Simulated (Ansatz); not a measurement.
# Geometry relaxation of C (part 1 of 2)

System: C (4 atoms in the cell).
Method: DFT, HSE06, plane waves, PAW, no spin polarisation (Ansatz 0.2.0).

The structure was built on a prototype by a generator. The geometry comes from this level: r2SCAN. Figures and captions count atoms from 1; the log counts them from 0 in places.

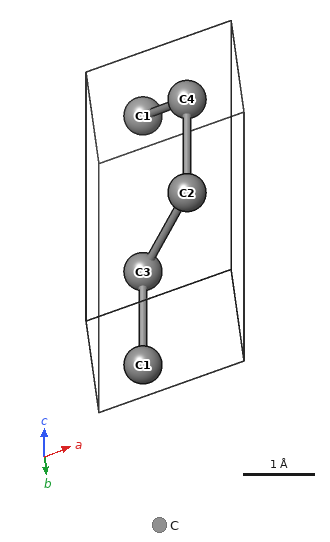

Figure 1. The input geometry (ball-and-stick view of the cell of the calculation, seen at an oblique angle; atoms are numbered from 1 in the order of the input).

Results in brief

| quantity | value |
| --- | --- |
| outcome | converged |
| space group (tolerance 0.01 Å) | P6₃/mmc (194) |
| electrons treated | 16 |
| free energy | −1003.4291 eV |
| Fermi energy | 15.452 eV |
| gap on the k-point mesh | 4.33 eV |
| pressure | 0.00 GPa |
| final volume | 22.34 Å³ |
| largest force (length of the vector) at the end | under 0.001 eV/Å |
| final cell | a = 2.493 Å, b = 2.493 Å, c = 4.150 Å, α = 90.00°, β = 90.00°, γ = 120.00° |
| hardware | 2 threads of an Arm (aarch64) CPU, shared host |
| wall time | 2 min (CPU time 3.7 min) |
| peak memory | 0.78 GiB |

Input
```yaml
crystal:
  lattice:
    - [2.5031953547, 0.0, 0.0]
    - [-1.2515976774, 2.1678307678, 0.0]
    - [0.0, 0.0, 4.1688692743]
  atoms:
    - { symbol: C, position: [0.3333333333, 0.6666666667, 0.0002313159] }
    - { symbol: C, position: [0.6666666667, 0.3333333333, 0.5002313159] }
    - { symbol: C, position: [0.3333333333, 0.6666666667, 0.3747686841] }
    - { symbol: C, position: [0.6666666667, 0.3333333333, 0.8747686841] }
kpoints:
  mp_grid: { grid: [9, 9, 4] }
hamiltonian:
  xc: hse06
scf:
  occupations: { method: fermi_dirac, width: 0.02 }
relax:
  f_tol: 0.005
  cell: {}
output:
  write_density: true
  write_potential: true
  elf: true
  volumetric_format: npy
```

Launched with:
```bash
ansatz run input.yaml --threads 2 --pin off --max-ram 2211MiB --backend cpu --events-out ev --progress --plain --runs-dir out
```

What the program printed
```
Engine: ansatz 0.2.0, aarch64-unknown-linux-gnu
Pseudopotentials: kind: paw
Pseudopotential: C, paw, valence charge 4, recommended cutoff 420 eV (normal), C.paw.azcp
Functional definition: HSE06
  parameter a = 0.25
  parameter omega = 0.11/bohr
  exchange = pbe_x - a*pbe_x_sr(omega) + a*exact_x_sr(omega)
  correlation = pbe_c
Crystal: 4 atoms, lattice volume = 22.622 Å³
Basis set: ecut = 420 eV, 427 PW (Γ), exchange–correlation on 36×36×60 points (8 copies of the dense FFT grid, shifted against one another)
Bands: 12, of which v1, the nominal top of the filled ones, is band 8 counted from 1 (7 counted from 0)
Symmetry: 24 space group operations
Space group: P63/mmc (ITA 194), of the structure as read, at distance tolerance 2.8e-5 Å
k-points: 36 of 324
Non-local potential: C, projectors of the file, l = 0: 2, l = 1: 2, l = 2: 1
PAW form: soft (Blöchl's): semilocal exchange-correlation on the pseudo side does not see the compensation charge
PAW frozen core: C, regenerated for the run's functional, and the local potential with it (the file was generated under x = pbe(κ = 0.804, μ = 0.2195149727645171), c = pbe(β = 0.06672455060314922))
PAW one-centre angular grid: C, 110 points (default); XC on 64 Gauss nodes
Initial density: superposition of atomic densities (neutral atoms: chi_scale 0, normalization atom), corrected by the library's trained network
Initial wavefunctions: pseudopotential atomic-orbital guess
Functional: x = pbe(κ = 0.804, μ = 0.2195149727645171), c = pbe(β = 0.06672455060314922), warm-up for x = pbe(κ = 0.804, μ = 0.2195149727645171) + 0.25 (exact − pbe) at short range (hse, ω = 0.20786987370883472 Å⁻¹), c = pbe(β = 0.06672455060314922); HSE06 as pw.x's `hse` composes it (authors' and Libxc's form: `xc: wpbeh`)
SCF iter   1: F=—  HF=-1003.130483 eV  |F-HF|=—  |Δ(HF+E_count)|=         —  Δρ=4.21e-3  dr2=1.99e-3  ethr=1.77e-3  ⟨swp⟩=6.6  Hψ=2069  notcnv=0
preconditioner: auto → none  [insulator: Δε(μ)=3.322 eV  Ē_g=16.986 eV  σ=0.020 eV  W_gap=1.00  n_scr=2 (ndim 8)  ℏωp=31.2 eV  f_vac=0.000  D(μ)=0.00/eV (n_scr^D=0)]
SCF iter   2: F=—  HF=-1003.130196 eV  |F-HF|=—  |Δ(HF+E_count)|=   2.87e-4  Δρ=1.83e-3  dr2=2.93e-4  ethr=1.24e-5  ⟨swp⟩=3.8  Hψ=1019  notcnv=0  defer=33
iter 3 solved again at ethr=2.25e-8 eV; its pass at ethr=1.83e-6 eV (dr2=3.59e-6 eV) is discarded
SCF iter   3: F=—  HF=-1003.130245 eV  |F-HF|=—  |Δ(HF+E_count)|=   4.83e-5  Δρ=2.62e-4  dr2=3.89e-6  ethr=2.25e-8  ⟨swp⟩=3.1  Hψ=1800  notcnv=0  defer=1
SCF iter   4: F=—  HF=-1003.130248 eV  |F-HF|=—  |Δ(HF+E_count)|=   3.50e-6  Δρ=2.76e-5  dr2=1.01e-7  ethr=2.25e-8  ⟨swp⟩=2.8  Hψ=777  notcnv=0  defer=1
SCF iter   5: F=—  HF=-1003.130248 eV  |F-HF|=—  |Δ(HF+E_count)|=   3.83e-8  Δρ=6.64e-6  dr2=5.56e-9  ethr=6.32e-10  ⟨swp⟩=2.6  Hψ=757  notcnv=0  defer=1
SCF iter   6: F=—  HF=-1003.130248 eV  |F-HF|=—  |Δ(HF+E_count)|=   1.40e-9  Δρ=1.00e-6  dr2=1.08e-10  ethr=3.48e-11  ⟨swp⟩=3.0  Hψ=948  notcnv=0  defer=1
SCF iter   7: F=-1003.130248 eV  HF=-1003.130248 eV  |F-HF|=6.82e-13  |Δ(HF+E_count)|=  2.07e-11  Δρ=7.39e-8  dr2=4.45e-13  ethr=1.00e-12  ⟨swp⟩=3.3  Hψ=842  notcnv=0
SCF 1 converged in 7 iterations: F = -1003.130248 eV  dr2 = 4.45e-13
  greatest PAW one-centre occupation: 0.645 electrons in one spin orbital (limit 2), on the C atom at site 3 (counted from 0), in its partial waves of l = 0
Initial density: handed on by an earlier stage of this run
Initial wavefunctions: those handed on with the density
Functional: x = pbe(κ = 0.804, μ = 0.2195149727645171) + 0.25 (exact − pbe) at short range (hse, ω = 0.20786987370883472 Å⁻¹), c = pbe(β = 0.06672455060314922); HSE06 as pw.x's `hse` composes it (authors' and Libxc's form: `xc: wpbeh`)
Exchange kernel: α = 0.2500, screened, ω = 0.2079 Å⁻¹, Wigner–Seitz truncation, v(0) = 1043.6128 eV·Å³, q-mesh 9×9×4, nearest image of the exchange supercell L = 16.68 Å, pair-density grid 15×15×24, without the augmentation charges, whose exchange is taken in its separable form by FFT convolution over the k-point mesh (sized by the pseudopotential files, 15×15×30 at the most), smooth part of the exact exchange by density-matrix convolution
Frozen-core exchange: fock
iter 1 solved again at ethr=5.84e-5 eV; its pass at ethr=1.00e-1 eV (dr2=9.34e-3 eV) is discarded
SCF iter   1: F=—  HF=-1003.424531 eV  |F-HF|=—  |Δ(HF+E_count)|=         —  Δρ=1.02e-2  dr2=9.93e-3  ethr=5.84e-5  ⟨swp⟩=4.3  Hψ=2200  notcnv=0
preconditioner: auto → none  [insulator: Δε(μ)=4.296 eV  Ē_g=19.306 eV  σ=0.020 eV  W_gap=1.00  n_scr=2 (ndim 8)  ℏωp=31.2 eV  f_vac=0.000  D(μ)=0.00/eV (n_scr^D=0)]
SCF iter   2: F=—  HF=-1003.420612 eV  |F-HF|=—  |Δ(HF+E_count)|=   3.92e-3  Δρ=4.31e-3  dr2=1.60e-3  ethr=5.64e-5  ⟨swp⟩=2.4  Hψ=882  notcnv=0
SCF iter   3: F=—  HF=-1003.423861 eV  |F-HF|=—  |Δ(HF+E_count)|=   3.25e-3  Δρ=9.18e-4  dr2=5.73e-5  ethr=8.83e-6  ⟨swp⟩=3.2  Hψ=1079  notcnv=0  defer=4
SCF iter   4: F=—  HF=-1003.423842 eV  |F-HF|=—  |Δ(HF+E_count)|=   1.88e-5  Δρ=1.75e-4  dr2=6.10e-6  ethr=3.31e-7  ⟨swp⟩=2.2  Hψ=742  notcnv=0
SCF iter   5: F=-1003.423888 eV  HF=-1003.423889 eV  |F-HF|=7.32e-7  |Δ(HF+E_count)|=   4.70e-5  Δρ=9.37e-5  dr2=1.27e-6  ethr=1.33e-8  ⟨swp⟩=3.9  Hψ=1120  notcnv=0
SCF 2 stopped early in 5 iterations: F = -1003.423888 eV  dr2 = 1.27e-6
[... from here on the iterations of each SCF are left out, up to the last one ...]
  Residual-converged pass: ⟨swp⟩=3.1  Hψ=996  notcnv=0  max |occ|·‖R‖ = 6.6e-6 eV (tolerance 6.7e-6 eV)  dr2=1.27e-6  dr2_onsite=1.03e-8  max |Δocc| = 0.0e0
hybrid outer 1: dexx = +4.340e-3 eV, tail = 2.07e-5 eV
Exchange kernel: α = 0.2500, screened, ω = 0.2079 Å⁻¹, Wigner–Seitz truncation, v(0) = 1043.6128 eV·Å³, q-mesh 9×9×4, nearest image of the exchange supercell L = 16.68 Å, pair-density grid 15×15×24, without the augmentation charges, whose exchange is taken in its separable form by FFT convolution over the k-point mesh (sized by the pseudopotential files, 15×15×30 at the most), smooth part of the exact exchange by density-matrix convolution
Frozen-core exchange: fock
preconditioner: auto → none  [insulator: Δε(μ)=4.377 eV  Ē_g=19.322 eV  σ=0.020 eV  W_gap=1.00  n_scr=2 (ndim 8)  ℏωp=31.2 eV  f_vac=0.000  D(μ)=0.00/eV (n_scr^D=0)]
SCF 3 converged in 6 iterations: F = -1003.423953 eV  dr2 = 5.35e-12
  Residual-converged pass: ⟨swp⟩=3.0  Hψ=957  notcnv=0  max |occ|·‖R‖ = 1.3e-7 eV (tolerance 1.3e-7 eV)  dr2=5.33e-12  dr2_onsite=8.92e-15  max |Δocc| = 0.0e0
hybrid outer 2: dexx = +3.385e-7 eV, tail = 8.17e-9 eV, Δε = 2.61e-3 eV (about 5.40e-5 eV left of the loop's levels), ΔF = 2.56e-4 eV/Å (tail 7.66e-5)
Exchange kernel: α = 0.2500, screened, ω = 0.2079 Å⁻¹, Wigner–Seitz truncation, v(0) = 1043.6128 eV·Å³, q-mesh 9×9×4, nearest image of the exchange supercell L = 16.68 Å, pair-density grid 15×15×24, without the augmentation charges, whose exchange is taken in its separable form by FFT convolution over the k-point mesh (sized by the pseudopotential files, 15×15×30 at the most), smooth part of the exact exchange by density-matrix convolution
Frozen-core exchange: fock
SCF 4 converged in 2 iterations: F = -1003.423953 eV  dr2 = 2.24e-11
  Residual-converged pass: ⟨swp⟩=3.0  Hψ=985  notcnv=0  max |occ|·‖R‖ = 1.2e-7 eV (tolerance 1.3e-7 eV)  dr2=2.23e-11  dr2_onsite=5.81e-13  max |Δocc| = 0.0e0
hybrid outer 3: dexx = +2.426e-10 eV, tail = 5.10e-11 eV, Δε = 1.81e-5 eV (about 1.39e-6 eV left of the loop's levels), ΔF = 1.83e-5 eV/Å (tail 6.70e-6)
relax step   1: F+E_penalty+E_count = -1003.42395273 eV  Δ(F+E_penalty+E_count) = +0.000e0 eV  max|allowed force component| = 7.699e-3 eV/Å  Δτ_max = 0.0000 Å  P = -5.752 GPa  Ω = 22.622 Å³  (20 SCF iters, accepted)
Crystal: 4 atoms, lattice volume = 22.445 Å³
Basis set: ecut = 420 eV, 415 PW (Γ), exchange–correlation on 36×36×60 points (8 copies of the dense FFT grid, shifted against one another)
Exchange kernel: α = 0.2500, screened, ω = 0.2079 Å⁻¹, Wigner–Seitz truncation, v(0) = 1043.5206 eV·Å³, q-mesh 9×9×4, nearest image of the exchange supercell L = 16.62 Å, pair-density grid 15×15×24, without the augmentation charges, whose exchange is taken in its separable form by FFT convolution over the k-point mesh (sized by the pseudopotential files, 15×15×30 at the most), smooth part of the exact exchange by density-matrix convolution
Frozen-core exchange: fock
preconditioner: auto → none  [insulator: Δε(μ)=4.393 eV  Ē_g=19.422 eV  σ=0.020 eV  W_gap=1.00  n_scr=2 (ndim 8)  ℏωp=31.4 eV  f_vac=0.000  D(μ)=0.00/eV (n_scr^D=0)]
SCF 5 stopped early in 6 iterations: F = -1003.429234 eV  dr2 = 9.58e-9
  Residual-converged pass: ⟨swp⟩=2.2  Hψ=732  notcnv=0  max |occ|·‖R‖ = 6.5e-6 eV (tolerance 6.7e-6 eV)  dr2=9.59e-9  dr2_onsite=2.18e-11  max |Δocc| = 0.0e0
hybrid outer 1: dexx = +3.251e-4 eV, tail = 1.71e-6 eV
Exchange kernel: α = 0.2500, screened, ω = 0.2079 Å⁻¹, Wigner–Seitz truncation, v(0) = 1043.5206 eV·Å³, q-mesh 9×9×4, nearest image of the exchange supercell L = 16.62 Å, pair-density grid 15×15×24, without the augmentation charges, whose exchange is taken in its separable form by FFT convolution over the k-point mesh (sized by the pseudopotential files, 15×15×30 at the most), smooth part of the exact exchange by density-matrix convolution
Frozen-core exchange: fock
preconditioner: auto → none  [insulator: Δε(μ)=4.364 eV  Ē_g=19.417 eV  σ=0.020 eV  W_gap=1.00  n_scr=2 (ndim 8)  ℏωp=31.4 eV  f_vac=0.000  D(μ)=0.00/eV (n_scr^D=0)]
SCF 6 converged in 4 iterations: F = -1003.429268 eV  dr2 = 4.14e-12
  Residual-converged pass: ⟨swp⟩=3.0  Hψ=858  notcnv=0  max |occ|·‖R‖ = 1.3e-7 eV (tolerance 1.3e-7 eV)  dr2=4.14e-12  dr2_onsite=7.15e-13  max |Δocc| = 0.0e0
hybrid outer 2: dexx = +2.799e-8 eV, tail = 7.64e-10 eV, Δε = 4.37e-4 eV (about 9.24e-6 eV left of the loop's levels), ΔF = 3.83e-4 eV/Å (tail 1.55e-4)
Exchange kernel: α = 0.2500, screened, ω = 0.2079 Å⁻¹, Wigner–Seitz truncation, v(0) = 1043.5206 eV·Å³, q-mesh 9×9×4, nearest image of the exchange supercell L = 16.62 Å, pair-density grid 15×15×24, without the augmentation charges, whose exchange is taken in its separable form by FFT convolution over the k-point mesh (sized by the pseudopotential files, 15×15×30 at the most), smooth part of the exact exchange by density-matrix convolution
Frozen-core exchange: fock
SCF 7 converged in 2 iterations: F = -1003.429268 eV  dr2 = 1.01e-12
  Residual-converged pass: ⟨swp⟩=3.0  Hψ=926  notcnv=0  max |occ|·‖R‖ = 1.3e-7 eV (tolerance 1.3e-7 eV)  dr2=1.01e-12  dr2_onsite=2.76e-13  max |Δocc| = 0.0e0
hybrid outer 3: dexx = +1.555e-11 eV, tail = 2.92e-12 eV, Δε = 9.81e-6 eV (about 5.97e-7 eV left of the loop's levels), ΔF = 1.93e-6 eV/Å (tail 3.50e-6)
relax step   2: F+E_penalty+E_count = -1003.42926824 eV  Δ(F+E_penalty+E_count) = -5.316e-3 eV  max|allowed force component| = 2.132e-2 eV/Å  Δτ_max = 0.0003 Å  P = -2.081 GPa  Ω = 22.445 Å³  energy of the carried Pulay correction = +9.402e-4 eV  (12 SCF iters, accepted)
Crystal: 4 atoms, lattice volume = 22.339 Å³
Exchange kernel: α = 0.2500, screened, ω = 0.2079 Å⁻¹, Wigner–Seitz truncation, v(0) = 1043.4906 eV·Å³, q-mesh 9×9×4, nearest image of the exchange supercell L = 16.61 Å, pair-density grid 15×15×24, without the augmentation charges, whose exchange is taken in its separable form by FFT convolution over the k-point mesh (sized by the pseudopotential files, 15×15×30 at the most), smooth part of the exact exchange by density-matrix convolution
Frozen-core exchange: fock
preconditioner: auto → none  [insulator: Δε(μ)=4.342 eV  Ē_g=19.478 eV  σ=0.020 eV  W_gap=1.00  n_scr=2 (ndim 8)  ℏωp=31.4 eV  f_vac=0.000  D(μ)=0.00/eV (n_scr^D=0)]
SCF 8 stopped early in 6 iterations: F = -1003.430437 eV  dr2 = 4.00e-9
  Residual-converged pass: ⟨swp⟩=2.2  Hψ=730  notcnv=0  max |occ|·‖R‖ = 4.7e-6 eV (tolerance 4.7e-6 eV)  dr2=4.00e-9  dr2_onsite=6.19e-12  max |Δocc| = 0.0e0
hybrid outer 1: dexx = +1.390e-4 eV, tail = 6.89e-7 eV
Exchange kernel: α = 0.2500, screened, ω = 0.2079 Å⁻¹, Wigner–Seitz truncation, v(0) = 1043.4906 eV·Å³, q-mesh 9×9×4, nearest image of the exchange supercell L = 16.61 Å, pair-density grid 15×15×24, without the augmentation charges, whose exchange is taken in its separable form by FFT convolution over the k-point mesh (sized by the pseudopotential files, 15×15×30 at the most), smooth part of the exact exchange by density-matrix convolution
Frozen-core exchange: fock
preconditioner: auto → none  [insulator: Δε(μ)=4.322 eV  Ē_g=19.475 eV  σ=0.020 eV  W_gap=1.00  n_scr=2 (ndim 8)  ℏωp=31.4 eV  f_vac=0.000  D(μ)=0.00/eV (n_scr^D=0)]
SCF 9 converged in 4 iterations: F = -1003.430450 eV  dr2 = 1.75e-12
  Residual-converged pass: ⟨swp⟩=3.0  Hψ=960  notcnv=0  max |occ|·‖R‖ = 1.3e-7 eV (tolerance 1.3e-7 eV)  dr2=1.76e-12  dr2_onsite=1.59e-13  max |Δocc| = 0.0e0
hybrid outer 2: dexx = +1.149e-8 eV, tail = 3.11e-10 eV, Δε = 3.26e-4 eV (about 6.90e-6 eV left of the loop's levels), ΔF = 5.12e-4 eV/Å (tail 1.84e-4)
relax step   3: F+E_penalty+E_count = -1003.43045009 eV  Δ(F+E_penalty+E_count) = -1.182e-3 eV  max|allowed force component| = 1.488e-2 eV/Å  Δτ_max = 0.0006 Å  P = +0.153 GPa  Ω = 22.339 Å³  energy of the carried Pulay correction = +1.509e-3 eV  (10 SCF iters, accepted)
Crystal: 4 atoms, lattice volume = 22.343 Å³
Exchange kernel: α = 0.2500, screened, ω = 0.2079 Å⁻¹, Wigner–Seitz truncation, v(0) = 1043.4768 eV·Å³, q-mesh 9×9×4, nearest image of the exchange supercell L = 16.60 Å, pair-density grid 15×15×24, without the augmentation charges, whose exchange is taken in its separable form by FFT convolution over the k-point mesh (sized by the pseudopotential files, 15×15×30 at the most), smooth part of the exact exchange by density-matrix convolution
Frozen-core exchange: fock
preconditioner: auto → none  [insulator: Δε(μ)=4.336 eV  Ē_g=19.472 eV  σ=0.020 eV  W_gap=1.00  n_scr=2 (ndim 8)  ℏωp=31.4 eV  f_vac=0.000  D(μ)=0.00/eV (n_scr^D=0)]
SCF 10 stopped early in 5 iterations: F = -1003.430471 eV  dr2 = 2.96e-9
  Residual-converged pass: ⟨swp⟩=2.9  Hψ=800  notcnv=0  max |occ|·‖R‖ = 1.5e-6 eV (tolerance 1.6e-6 eV)  dr2=2.97e-9  dr2_onsite=1.10e-11  max |Δocc| = 0.0e0
hybrid outer 1: dexx = +1.622e-5 eV, tail = 6.32e-8 eV
Exchange kernel: α = 0.2500, screened, ω = 0.2079 Å⁻¹, Wigner–Seitz truncation, v(0) = 1043.4768 eV·Å³, q-mesh 9×9×4, nearest image of the exchange supercell L = 16.60 Å, pair-density grid 15×15×24, without the augmentation charges, whose exchange is taken in its separable form by FFT convolution over the k-point mesh (sized by the pseudopotential files, 15×15×30 at the most), smooth part of the exact exchange by density-matrix convolution
Frozen-core exchange: fock
preconditioner: auto → none  [insulator: Δε(μ)=4.338 eV  Ē_g=19.472 eV  σ=0.020 eV  W_gap=1.00  n_scr=2 (ndim 8)  ℏωp=31.4 eV  f_vac=0.000  D(μ)=0.00/eV (n_scr^D=0)]
SCF 11 converged in 3 iterations: F = -1003.430472 eV  dr2 = 3.34e-12
  Residual-converged pass: ⟨swp⟩=3.0  Hψ=983  notcnv=0  max |occ|·‖R‖ = 1.2e-7 eV (tolerance 1.3e-7 eV)  dr2=3.39e-12  dr2_onsite=4.99e-14  max |Δocc| = 0.0e0
hybrid outer 2: dexx = +8.900e-10 eV, tail = 3.06e-11 eV, Δε = 5.43e-5 eV (about 1.19e-6 eV left of the loop's levels), ΔF = 3.16e-5 eV/Å (tail 9.89e-6)
relax step   4: F+E_penalty+E_count = -1003.43047217 eV  Δ(F+E_penalty+E_count) = -2.207e-5 eV  max|allowed force component| = 7.814e-3 eV/Å  Δτ_max = 0.0003 Å  P = +0.081 GPa  Ω = 22.343 Å³  energy of the carried Pulay correction = +1.486e-3 eV  (8 SCF iters, accepted)
Crystal: 4 atoms, lattice volume = 22.347 Å³
Exchange kernel: α = 0.2500, screened, ω = 0.2079 Å⁻¹, Wigner–Seitz truncation, v(0) = 1043.4824 eV·Å³, q-mesh 9×9×4, nearest image of the exchange supercell L = 16.60 Å, pair-density grid 15×15×24, without the augmentation charges, whose exchange is taken in its separable form by FFT convolution over the k-point mesh (sized by the pseudopotential files, 15×15×30 at the most), smooth part of the exact exchange by density-matrix convolution
Frozen-core exchange: fock
preconditioner: auto → none  [insulator: Δε(μ)=4.334 eV  Ē_g=19.470 eV  σ=0.020 eV  W_gap=1.00  n_scr=2 (ndim 8)  ℏωp=31.4 eV  f_vac=0.000  D(μ)=0.00/eV (n_scr^D=0)]
SCF 12 stopped early in 5 iterations: F = -1003.430459 eV  dr2 = 3.50e-10
  Residual-converged pass: ⟨swp⟩=2.9  Hψ=835  notcnv=0  max |occ|·‖R‖ = 4.3e-7 eV (tolerance 4.4e-7 eV)  dr2=3.49e-10  dr2_onsite=2.79e-12  max |Δocc| = 0.0e0
hybrid outer 1: dexx = +1.183e-6 eV, tail = 5.18e-9 eV
Exchange kernel: α = 0.2500, screened, ω = 0.2079 Å⁻¹, Wigner–Seitz truncation, v(0) = 1043.4824 eV·Å³, q-mesh 9×9×4, nearest image of the exchange supercell L = 16.60 Å, pair-density grid 15×15×24, without the augmentation charges, whose exchange is taken in its separable form by FFT convolution over the k-point mesh (sized by the pseudopotential files, 15×15×30 at the most), smooth part of the exact exchange by density-matrix convolution
Frozen-core exchange: fock
SCF 13 converged in 2 iterations: F = -1003.430459 eV  dr2 = 1.90e-11
  Residual-converged pass: ⟨swp⟩=3.0  Hψ=929  notcnv=0  max |occ|·‖R‖ = 1.2e-7 eV (tolerance 1.3e-7 eV)  dr2=1.88e-11  dr2_onsite=4.29e-13  max |Δocc| = 0.0e0
hybrid outer 2: dexx = +6.483e-11 eV, tail = 4.06e-11 eV, Δε = 1.17e-5 eV (about 1.08e-6 eV left of the loop's levels), ΔF = 4.86e-6 eV/Å (tail 1.61e-5)
```
